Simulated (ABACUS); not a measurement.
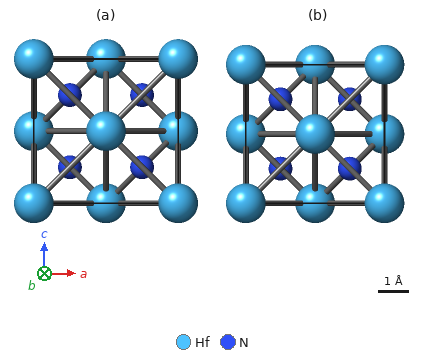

The structure of crystalline HfN (set up in F-43m) before (left) and after (right) a relaxation, at one scale.

A ball-and-stick model of the conventional cell (4 times the calculation's cell), seen along the b axis. Lengths and directions refer to the drawn axes.

The run lets cell and atoms move.

Method: ABACUS 3.10.1, Kohn-Sham DFT of a periodic cell, PBE, PseudoDojo NC SR 0.4.1 PBE standard.

The input:
```
INPUT_PARAMETERS
suffix              HfN
calculation         cell-relax
basis_type          pw
pseudo_dir          ./
symmetry            1
dft_functional      pbe
ecutwfc             84
pseudo_rcut         7
nspin               1
nbands              13
ks_solver           dav
smearing_method     fd
smearing_sigma      0.00367493
scf_thr             1e-08
scf_nmax            100
mixing_type         broyden
mixing_beta         0.7
cal_force           1
cal_stress          1
relax_nmax          60
force_thr_ev        0.005
relax_method        cg
out_stru            1
stress_thr          1
press1              300
press2              300
press3              300
kpar                4
```

Command:
```bash
OMP_NUM_THREADS=1 mpirun -np 4 abacus > log
```

What changed between the two?

Answer. The atoms keep their places relative to the cell (all moves are under 0.005 Å). The drawn cell changes as follows: a = b = c 4.910 → 4.717 Å (−3.9 %); the volume changes by −11.3 %. Some distances before and after: Hf–Hf 3.472 → 3.335 Å, Hf–N 2.126 → 2.042 Å. The space group stays F-43m (No. 216). After 11 geometry steps the energy has risen by 142 meV per atom. With the target pressure of 30 GPa, the enthalpy E + pV changes by −172 meV per atom. All forces vanish by symmetry, so only the cell relaxes. Pressure: 0.07 GPa at the start and 29.99 GPa at the end.
